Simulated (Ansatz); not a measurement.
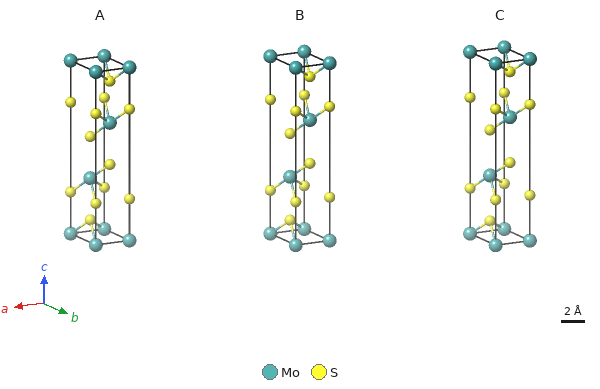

3 geometries from one relaxation of solid MoS₂ (set up in R-3m) (coarse preliminary run), in shuffled order. The picture is a ball-and-stick view of the conventional cell (3 times the calculation's cell), seen from a free direction. Lengths and directions refer to the drawn axes.

These are results of DFT PBE+D3(BJ), scalar-relativistic, plane waves, PAW (Ansatz 0.2.0), not measurements. Settings: plane-wave cutoff 420 eV; k-point mesh 6 × 6 × 6; occupations gaussian; smearing width 0.1 eV; no spin polarisation; cell and atoms relaxed; force threshold 0.05 eV/Å; at most 80 steps.

**Order the frames from highest to lowest energy.**

C, A, B. They are steps 0, 1, 4, at +22.6 meV per atom, +7.1 meV per atom relative to the last. The largest moves relative to the cell, 0.10 Å, are those of S atoms. Mo stays in place. The drawn cell changes as follows: a = b 3.171 → 3.142 Å (−0.9 %), c 18.345 → 17.905 Å (−2.4 %); the volume changes by −4.2 %. Some distances before and after: Mo–S 2.385 → 2.416 Å. Bond angles that change, for instance: S–Mo–S 96.7° → 98.9°, S–Mo–S 83.3° → 81.1°, Mo–S–Mo 83.3° → 81.1°. The space group stays R-3m (No. 166). After 3 accepted moves (4 points after the start) the energy has fallen by 22.6 meV per atom. The largest force component goes from 0.95 to 0.0067 eV/Å. The pressure goes from 4.00 to −0.05 GPa. The SCF was repeated once at an unchanged geometry on a basis and grid sized afresh for the cell, which shifted the energy by 0.1 meV per atom at most.
